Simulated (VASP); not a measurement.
# SiNi3: Si into a neighbouring Si vacancy, part 2 of 4

Wanted: the minimum-energy path in SiNi3 for this move: Si into a neighbouring Si vacancy. The start is a cell from a database of measured crystal structures.

VASP 6.6.1; PBE, spin-polarised from a ferromagnetic start; plane waves and PAW (Ni, Si).

So far. Step 2 (Relax the host): The run ended after 3 ionic steps, 0.030 eV below its first step, once forces and stress met EDIFFG = -0.02.

The database entry behind the starting cell differs from later determinations by our own check (an axis about 0.9 % long against later determinations), so it need not match the best structure at ambient conditions.

### 3. Relax the start

System of this step: SiNi4. The cell holds 15 atoms: 12 Ni and 3 Si. Cell: a = 6.068 Å, b = 6.068 Å, c = 6.068 Å, α = 109.5°, β = 109.5°, γ = 109.5°. It derives from SiNi3. Nearest the centre at fractional (0.250, 0.250, 0.000): Ni9 at 1.71 Å, Ni5 at 1.74 Å, Si13 at 1.76 Å, Ni8 at 1.76 Å, Ni11 at 1.77 Å, Ni3 at 3.02 Å, Ni1 at 3.02 Å, Ni4 at 3.02 Å.

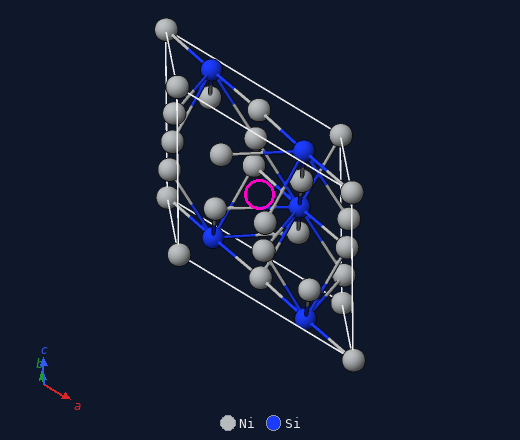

The cell of this step (nickel light grey, silicon blue). A ring marks the centre wherever it is empty. Bonds to atoms that aren't drawn are left out. Some periodic images of atoms are drawn too.

A path needs two true minima; the start is relaxed with symmetry off.

File INCAR:

```
SYSTEM = SiNi4
PREC = Normal
ENCUT = 280
EDIFF = 1E-05
NELM = 120
ISMEAR = 1
SIGMA = 0.15
LREAL = Auto
ALGO = Fast
GGA = PE
NBANDS = 96
ISPIN = 2
MAGMOM = 1 1 1 1 1 1 1 1 1 1 1 1 0 0 0
LASPH = .TRUE.
LMAXMIX = 4
LORBIT = 11
LWAVE = .FALSE.
LCHARG = .FALSE.
KPAR = 3
IBRION = 2
NSW = 60
ISIF = 2
EDIFFG = -0.05
POTIM = 0.4
MAXMIX = 40
ISYM = 0
```

File POSCAR:

```
SiNi4
1.0
   -3.5030935155      3.5030935155      3.5030935155
    3.5030935155     -3.5030935155      3.5030935155
    3.5030935155      3.5030935155     -3.5030935155
Ni Si
12 3
Direct
    0.2532886796      0.2519297837      0.5033319189
    0.7538586764      0.7475542113      0.4988644284
    0.7526995868      0.2495079182      0.0001260739
    0.2516417924      0.7524002941      0.0009207711
    0.2481586867      0.4965214363      0.2474326576
    0.7492785387      0.0008746254      0.2518228698
    0.7492890568      0.4977911915      0.7470337626
    0.2565678753      0.0020870736      0.7529073186
    0.4941086776      0.2417617541      0.2368682474
    0.0012302410      0.7494151784      0.2494046764
   -0.0042523152      0.2549677057      0.7528712279
    0.5037388850      0.7577241300      0.7576774274
    0.4957734202      0.4990107554     -0.0061719207
    0.4945460242     -0.0016391586      0.4968075703
   -0.0029774301      0.4995138193      0.4970974360
```

File KPOINTS:

```
Automatic mesh
0
Gamma
4 4 4
0 0 0
```

PAW data sets: Ni and Si (PBE family, release 64).

Started as:

```console
> mpirun -np 3 vasp_std
```

Output:

```text
[banner, memory and clock lines left out]
running    3 mpi-ranks, on    1 nodes
 distrk:  each k-point on    1 cores,    3 groups
 distr:  one band on    1 cores,    1 groups

 POSCAR found type information on POSCAR NiSi
 POSCAR found :  2 types and      15 ions
 LDA part: xc-table for (Slater+PW92), standard interpolation
 POSCAR, INCAR and KPOINTS ok, starting setup
 FFT: planning ... GRIDC
 FFT: planning ... GRID_SOFT
 FFT: planning ... GRID
 WAVECAR not read
 entering main loop
       N       E                     dE             d eps       ncg     rms          rms(c)
DAV:   1     0.764879254536E+03    0.76488E+03   -0.35705E+04 13864   0.114E+03
DAV:   2    -0.203674949950E+02   -0.78525E+03   -0.73086E+03 13824   0.292E+02
DAV:   3    -0.973204596037E+02   -0.76953E+02   -0.67897E+02 14552   0.108E+02
DAV:   4    -0.996460421517E+02   -0.23256E+01   -0.23097E+01 15312   0.210E+01
DAV:   5    -0.996972235398E+02   -0.51181E-01   -0.51170E-01 16608   0.252E+00    0.386E+01
RMM:   6    -0.100271329192E+03   -0.57411E+00   -0.13962E+02 13824   0.633E+01    0.378E+01
RMM:   7    -0.860863880029E+02    0.14185E+02   -0.39253E+01 13824   0.349E+01    0.865E+00
RMM:   8    -0.883218221062E+02   -0.22354E+01   -0.23819E+00 13824   0.747E+00    0.210E+01
RMM:   9    -0.860173866377E+02    0.23044E+01   -0.17338E+00 13824   0.705E+00    0.613E+00
RMM:  10    -0.858169911259E+02    0.20040E+00   -0.30737E-01 13825   0.270E+00    0.291E+00
RMM:  11    -0.858400199923E+02   -0.23029E-01   -0.10607E-01 13825   0.158E+00    0.330E+00
RMM:  12    -0.857803260257E+02    0.59694E-01   -0.56428E-02 13832   0.125E+00    0.103E+00
RMM:  13    -0.857816631157E+02   -0.13371E-02   -0.91583E-03 14348   0.414E-01    0.791E-01
RMM:  14    -0.857800038255E+02    0.16593E-02   -0.57099E-03 13838   0.372E-01    0.533E-01
RMM:  15    -0.857793739043E+02    0.62992E-03   -0.23352E-03 13899   0.228E-01    0.341E-01
RMM:  16    -0.857788844950E+02    0.48941E-03   -0.12177E-03 13908   0.171E-01    0.173E-01
RMM:  17    -0.857789483695E+02   -0.63875E-04   -0.39628E-04 14380   0.913E-02    0.152E-01
RMM:  18    -0.857788514746E+02    0.96895E-04   -0.19248E-04 13828   0.666E-02    0.650E-02
RMM:  19    -0.857788477890E+02    0.36857E-05   -0.74435E-05 13132   0.315E-02
   1 F= -.85778848E+02 E0= -.85782679E+02  d E =-.857788E+02  mag=     2.5404
 curvature:   0.00 expect dE= 0.000E+00 dE for cont linesearch  0.000E+00
 trial: gam= 0.00000 g(F)=  0.800E-01 g(S)=  0.000E+00 ort = 0.000E+00 (trialstep = 0.100E+01)
 search vector abs. value=  0.800E-01
 bond charge predicted
       N       E                     dE             d eps       ncg     rms          rms(c)
DAV:   1    -0.858248988720E+02   -0.46047E-01   -0.12920E+01 14808   0.105E+01    0.640E-01
RMM:   2    -0.858369218229E+02   -0.12023E-01   -0.11741E-01 13824   0.199E+00    0.825E-01
RMM:   3    -0.858360238697E+02    0.89795E-03   -0.19210E-02 13826   0.613E-01    0.417E-01
RMM:   4    -0.858357315786E+02    0.29229E-03   -0.44106E-03 13987   0.325E-01    0.280E-01
RMM:   5    -0.858358303298E+02   -0.98751E-04   -0.17448E-03 13824   0.206E-01    0.318E-01
RMM:   6    -0.858353089213E+02    0.52141E-03   -0.76427E-04 13824   0.142E-01    0.130E-01
RMM:   7    -0.858353869809E+02   -0.78060E-04   -0.36256E-04 13824   0.942E-02    0.165E-01
RMM:   8    -0.858352435627E+02    0.14342E-03   -0.14532E-04 13648   0.636E-02    0.200E-02
RMM:   9    -0.858352511201E+02   -0.75574E-05   -0.32771E-05 10456   0.232E-02
   2 F= -.85835251E+02 E0= -.85839685E+02  d E =-.564033E-01  mag=     2.5129
[... from here on, the cycles between the ionic steps are left out ...]
   3 F= -.85847202E+02 E0= -.85851853E+02  d E =-.683538E-01  mag=     2.5031
   4 F= -.85853184E+02 E0= -.85857913E+02  d E =-.598190E-02  mag=     2.4993
   5 F= -.85856059E+02 E0= -.85860861E+02  d E =-.885752E-02  mag=     2.4960
   6 F= -.85855058E+02 E0= -.85859989E+02  d E =-.785605E-02  mag=     2.4908
   7 F= -.85856729E+02 E0= -.85861580E+02  d E =-.952744E-02  mag=     2.4941
   8 F= -.85856700E+02 E0= -.85861566E+02  d E =-.949876E-02  mag=     2.4934
   9 F= -.85856732E+02 E0= -.85861589E+02  d E =-.953043E-02  mag=     2.4938
 curvature:  -0.45 expect dE=-0.256E-03 dE for cont linesearch -0.104E-07
 trial: gam= 0.10858 g(F)=  0.573E-03 g(S)=  0.000E+00 ort = 0.127E-04 (trialstep = 0.150E+01)
 search vector abs. value=  0.657E-03
 bond charge predicted
       N       E                     dE             d eps       ncg     rms          rms(c)
DAV:   1    -0.858571810641E+02   -0.45092E-03   -0.20390E-01 14064   0.132E+00    0.688E-02
RMM:   2    -0.858573138382E+02   -0.13277E-03   -0.15790E-03 13824   0.226E-01    0.445E-02
RMM:   3    -0.858573342656E+02   -0.20427E-04   -0.24878E-04 13824   0.640E-02    0.347E-02
RMM:   4    -0.858573341602E+02    0.10546E-06   -0.50255E-05 13737   0.356E-02
  10 F= -.85857334E+02 E0= -.85862140E+02  d E =-.602114E-03  mag=     2.4961
 trial-energy change:   -0.000602  1 .order   -0.000563   -0.000864   -0.000262
 step:   2.1606(harm=  2.1606)  dis= 0.00310  next Energy=   -85.857353 (dE=-0.621E-03)
 reached required accuracy - stopping structural energy minimisation
```

The job ended after 8.5 min (3 MPI ranks of AMD EPYC 9R45, shared host; peak memory 1.2 GiB).

From OUTCAR (step 3):

```text
 Found     36 irreducible k-points:

   k-points           NKPTS =     36   k-points in BZ     NKDIM =     36   number of bands    NBANDS=     96

   dimension x,y,z NGX =    28 NGY =   28 NGZ =   28
   dimension x,y,z NGXF=    56 NGYF=   56 NGZF=   56

   ENCUT  =  280.0 eV  20.58 Ry    4.54 a.u.   8.28  8.28  8.28*2*pi/ulx,y,z

   NELECT =     132.0000    total number of electrons

 E-fermi :   9.4359

 spin component 1
 k-point     1 :       0.0000    0.0000    0.0000
  band No.  band energies     occupation
    ...
     63       9.1953      1.02285
     64       9.2393      1.03444
     65       9.3709      0.83134
     66       9.3735      0.82093
     67       9.3744      0.81714
     68       9.6318     -0.03456
     69       9.6368     -0.03374
     70       9.6452     -0.03196
     71      10.0580     -0.00000
     72      10.0583     -0.00000
    ...

 k-point     2 :       0.2500    0.0000    0.0000
  band No.  band energies     occupation
    ...
     63       8.8592      1.00000
     64       8.8929      1.00000
     65       9.0618      1.00119
     66       9.0658      1.00134
     67       9.2866      1.02465
     68       9.7858     -0.00237
     69       9.9594     -0.00000
     70      10.1274     -0.00000
     71      10.3269     -0.00000
     72      10.4191     -0.00000
    ...

 k-point     3 :       0.0000    0.2500    0.0000
  band No.  band energies     occupation
    ...
     63       8.8585      1.00000
     64       8.8858      1.00000
     65       9.0603      1.00113
     66       9.0723      1.00161
     67       9.2851      1.02570
     68       9.7932     -0.00193
     69       9.9640     -0.00000
     70      10.1270     -0.00000
     71      10.3249     -0.00000
     72      10.4208     -0.00000
    ...

 k-point     4 :       0.0000    0.0000    0.2500
  band No.  band energies     occupation
    ...
     63       8.8590      1.00000
     64       8.8884      1.00000
     65       9.0608      1.00115
     66       9.0703      1.00152
     67       9.2856      1.02539
     68       9.7897     -0.00213
     69       9.9627     -0.00000
     70      10.1273     -0.00000
     71      10.3259     -0.00000
     72      10.4197     -0.00000
    ...

  Total       -4.5406140     -4.6614818     -4.6173105     -0.0067406      0.0112631      0.0072219
  in kB      -42.3067813    -43.4329564    -43.0213938     -0.0628050      0.1049434      0.0672897
  external PRESSURE =     -42.9203772 kB  Pullay stress =       0.0000000 kB

  energy-cutoff  :      280.00
  volume of cell :      171.96
      direct lattice vectors                 reciprocal lattice vectors
    -3.503093515  3.503093515  3.503093515     0.000000000  0.142730988  0.142730988
     3.503093515 -3.503093515  3.503093515     0.142730988  0.000000000  0.142730988
     3.503093515  3.503093515 -3.503093515     0.142730988  0.142730988  0.000000000

 POSITION                                       TOTAL-FORCE (eV/Angst)
 -----------------------------------------------------------------------------------
      1.76094      1.75082      0.00211        -0.006674      0.003053      0.002637
      1.73888      1.74528      3.50529         0.001866      0.008467     -0.001553
     -1.74372      1.74520      3.50550        -0.002973      0.001547      0.000211
      5.24075      1.75109      0.00164         0.011720     -0.005921     -0.000632
      1.75880     -0.00126      1.76286        -0.004176     -0.009699     -0.008441
     -1.74172      3.49964      1.74301        -0.009351      0.009475      0.011645
      1.73762      3.49956      1.74376         0.006761     -0.005636      0.005250
      5.24157     -0.00413      1.76325         0.009268      0.003856     -0.004295
     -0.00338      1.74963      1.75610         0.000563     -0.007934     -0.003799
     -0.00449      1.74921      5.25377         0.012803     -0.003735      0.010245
     -0.00237      5.24994      1.75409         0.002941     -0.005087     -0.001103
      3.50321      1.74750      1.75548        -0.020158     -0.000037     -0.006801
      3.50212      3.49781      0.00368        -0.011664      0.005059     -0.006487
      3.49922     -0.00666      3.50332         0.008661      0.007658      0.008844
      3.50041     -0.00310      0.00374         0.000411     -0.001065     -0.005720
 -----------------------------------------------------------------------------------
    total drift:                                0.001808     -0.012561      0.015112

  FREE ENERGIE OF THE ION-ELECTRON SYSTEM (eV)
  ---------------------------------------------------
  free  energy   TOTEN  =       -85.8573341602 eV

  energy  without entropy=      -85.8717513373  energy(sigma->0) =      -85.86213989

 total charge
# of ion       s       p       d       tot
------------------------------------------
    1        0.486   0.516   8.378   9.379
    2        0.486   0.516   8.378   9.380
    3        0.486   0.516   8.376   9.378
    4        0.486   0.517   8.380   9.382
    5        0.486   0.517   8.378   9.381
    6        0.486   0.517   8.377   9.381
    7        0.486   0.517   8.378   9.381
    8        0.486   0.517   8.377   9.380
    9        0.485   0.515   8.377   9.377
   10        0.485   0.515   8.377   9.377
   11        0.485   0.515   8.377   9.377
   12        0.485   0.515   8.377   9.377
   13        0.730   0.829   0.000   1.559
   14        0.730   0.830   0.000   1.560
   15        0.730   0.829   0.000   1.559
--------------------------------------------------
tot          8.020   8.681 100.529 117.230

 magnetization (x)
# of ion       s       p       d       tot
------------------------------------------
    1       -0.004  -0.012   0.241   0.225
    2       -0.004  -0.012   0.243   0.227
    3       -0.004  -0.012   0.244   0.228
    4       -0.004  -0.012   0.240   0.224
    5       -0.004  -0.012   0.241   0.225
    6       -0.004  -0.012   0.241   0.225
    7       -0.004  -0.012   0.242   0.226
    8       -0.004  -0.012   0.242   0.225
    9       -0.004  -0.012   0.244   0.228
   10       -0.004  -0.012   0.243   0.226
   11       -0.004  -0.012   0.245   0.229
   12       -0.004  -0.012   0.244   0.228
   13       -0.002  -0.013   0.000  -0.015
   14       -0.002  -0.013   0.000  -0.015
   15       -0.002  -0.013   0.000  -0.015
--------------------------------------------------
tot         -0.056  -0.187   2.912   2.669

[... 1 part as in an earlier step ...]

[... 11 further parts left out ...]
```

The magnetic state follows from one typed start and may not be the lowest.

Step by step:

| step | energy less that of the first step (eV) | largest force (eV/Å) |
| --- | --- | --- |
| 1 | 0.0000 | 0.7215 |
| 2 | -0.0564 | 0.3283 |
| 3 | -0.0684 | 0.1912 |
| 4 | -0.0743 | 0.1053 |
| 5 | -0.0772 | 0.0530 |
| 6 | -0.0762 | 0.1279 |
| 7 | -0.0779 | 0.0557 |
| 8 | -0.0779 | 0.0654 |
| 9 | -0.0779 | 0.0595 |
| 10 | -0.0785 | 0.0213 |

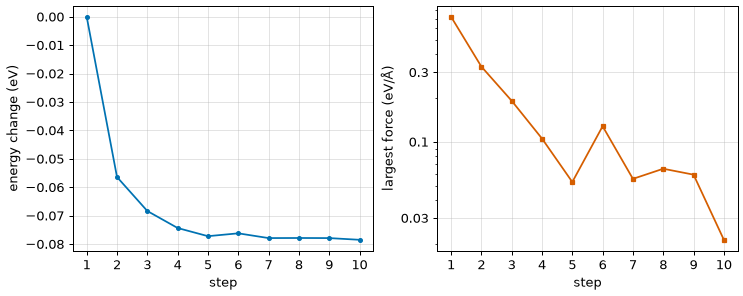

Energy and largest force along the relaxation.

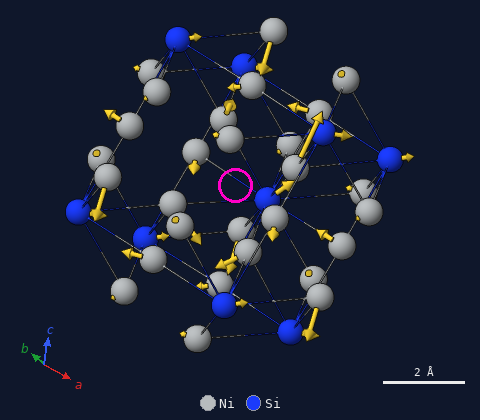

Displacements in the relaxation near the centre, exaggerated; the longest in the cell stands for 0.06 Å. A ring marks the centre wherever it is empty.

The atoms that moved most (Å):

| atom | dx | dy | dz | length |
| --- | --- | --- | --- | --- |
| Ni9 | 0.051 | 0.036 | 0.008 | 0.063 |
| Ni11 | -0.045 | 0.018 | 0.010 | 0.049 |
| Ni12 | -0.041 | -0.017 | -0.009 | 0.045 |
| Ni8 | -0.008 | -0.030 | -0.008 | 0.032 |
| Ni5 | 0.022 | 0.002 | 0.021 | 0.030 |
| Si13 | 0.009 | 0.028 | 0.000 | 0.029 |
| Ni2 | 0.013 | -0.024 | -0.007 | 0.029 |
| Ni3 | 0.019 | -0.018 | -0.005 | 0.026 |

Final coordinates:

```cif
data_structure
_symmetry_space_group_name_H-M 'P 1'
_symmetry_Int_Tables_number 1
_cell_length_a 6.0675
_cell_length_b 6.0675
_cell_length_c 6.0675
_cell_angle_alpha 109.471
_cell_angle_beta 109.471
_cell_angle_gamma 109.471
_cell_volume 171.96
loop_
_atom_site_label
_atom_site_type_symbol
_atom_site_fract_x
_atom_site_fract_y
_atom_site_fract_z
_atom_site_occupancy
Ni1 Ni 0.25020 0.25164 0.50124 1
Ni2 Ni 0.74942 0.74851 0.49730 1
Ni3 Ni 0.74944 0.25146 0.00021 1
Ni4 Ni 0.25017 0.74825 0.99795 1
Ni5 Ni 0.25144 0.50265 0.25086 1
Ni6 Ni 0.74829 0.00018 0.25091 1
Ni7 Ni 0.74838 0.49690 0.74751 1
Ni8 Ni 0.25108 0.99981 0.74755 1
Ni9 Ni 0.50038 0.25017 0.24924 1
Ni10 Ni 0.99954 0.74923 0.24903 1
Ni11 Ni 0.99969 0.25002 0.74899 1
Ni12 Ni 0.49998 0.75058 0.74944 1
Si13 Si 0.49977 0.50039 0.99911 1
Si14 Si 0.49908 0.99948 0.49850 1
Si15 Si 0.00009 0.50015 0.49918 1
```

This step gave:

```yaml
electronic_steps: 65
electrons: 132
free_energy_toten: -85.8573 eV
energy_at_zero_smearing: -85.8621 eV
fermi_energy: 9.436 eV
moment_of_the_cell_from_the_last_line_of_the_log: 2.5 μB
```

Spin moment in the PAW sphere by atom:

| atom | spin moment in the PAW sphere (μB) |
| --- | --- |
| Ni1 | 0.225 |
| Ni2 | 0.227 |
| Ni3 | 0.228 |
| Ni4 | 0.224 |
| Ni5 | 0.225 |
| Ni6 | 0.225 |
| Ni7 | 0.226 |
| Ni8 | 0.225 |
| Ni9 | 0.228 |
| Ni10 | 0.226 |
| Ni11 | 0.229 |
| Ni12 | 0.228 |
| Si13 | -0.015 |
| Si14 | -0.015 |
| Si15 | -0.015 |

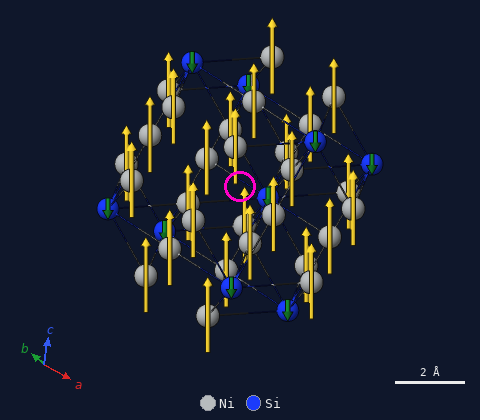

Spin moment in the PAW sphere as arrows, the longest 0.229 μB. Up and down stand for the sign. Atoms within 5 Å of the centre. A ring marks the centre wherever it is empty. Arrows give size and sign along the axis of quantisation, drawn up and down the page. Each arrow also spans its atom, so small moments look longer than they are. The two directions have two colours.

The run ended after 10 ionic steps, 0.078 eV below its first step, once the forces on the free atoms met EDIFFG = -0.05.

(Part 2 of 4 ends here.)

[Lines on the potential files, build, host, timing and source positions are cut from VASP's logs without a mark.]

[Logs are printed without paths, hosts, clocks, repeated set-up lines and the standing remarks that a program may print on its own settings, such as how far it seeks lower states.]

[Hosts, paths, dates, database ids (printed as entryN), source tags and the programs' standing remarks are cut or masked in the printed files.]

[Runs that stopped without an error message from VASP are left out.]
